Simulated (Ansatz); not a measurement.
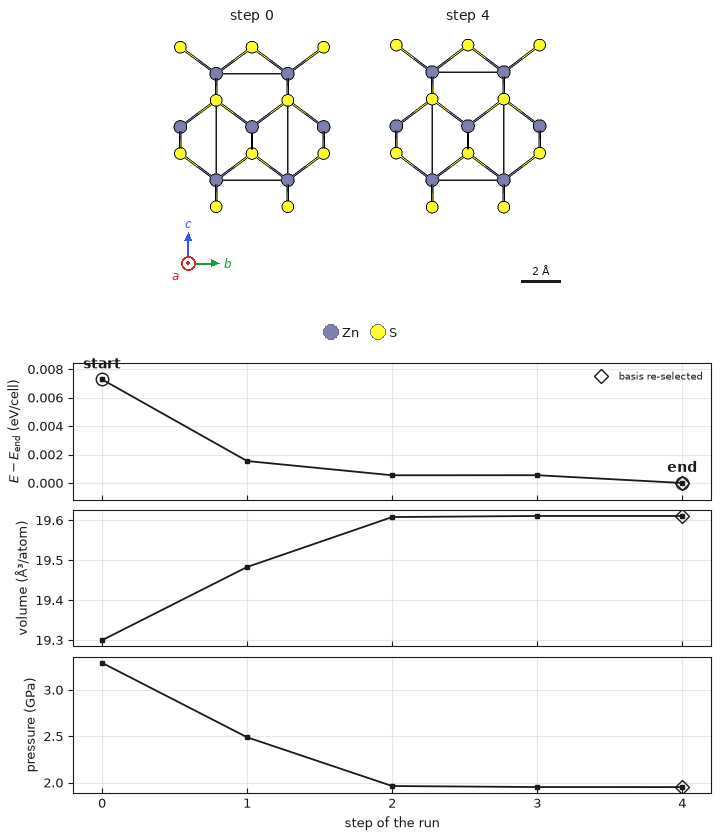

First and last geometry of a relaxation of a crystal of ZnS (set up in I-4m2), with the history of the run. Style: ball-and-stick. Shown: the cell of the calculation, along the a axis.

Case: biaxial strain in the a-b plane of -3.0 %; c and atoms relaxed.

The calculation used DFT PBE, scalar-relativistic, plane waves, PAW (Ansatz). (plane-wave cutoff 420 eV; k-point mesh 8 × 8 × 6; occupations gaussian; smearing width 0.02 eV; no spin polarisation; cell relaxed at fixed a, b, gamma; force threshold 0.008 eV/Å; at most 40 steps)

### What do the curves and the structures tell?

It converged. The atoms keep their places relative to the cell (all moves are under 0.005 Å). The drawn cell changes as follows: a = b unchanged at 3.733 Å, c 5.540 → 5.630 Å (+1.6 %); the volume changes by +1.6 %. Near-neighbour distances that change, for instance: S–Zn 2.324 → 2.338 Å. The space group stays I-4m2 (No. 119). Over 3 accepted moves (4 points after the start) the energy falls by 7.3 meV per cell of the calculation. All forces vanish by symmetry, so only the cell relaxes. The pressure goes from 3.29 to 1.95 GPa. At 1 point the geometry stayed and the basis and grid were re-selected for the new cell (energy shift of 0.5 meV per cell of the calculation at most each time). The run took 53 s on 1 thread of Arm Neoverse V1, on a shared host, peak memory 0.36 GiB.

```
step  E − E(0), meV/atom  pressure, GPa  volume, Å³/atom                      note
   0                0.00           3.29           19.300                          
   1               -1.43           2.49           19.483                          
   2               -1.69           1.96           19.608                          
   3               -1.68           1.95           19.611                          
   4               -1.82           1.95           19.611  same geometry, new basis
```
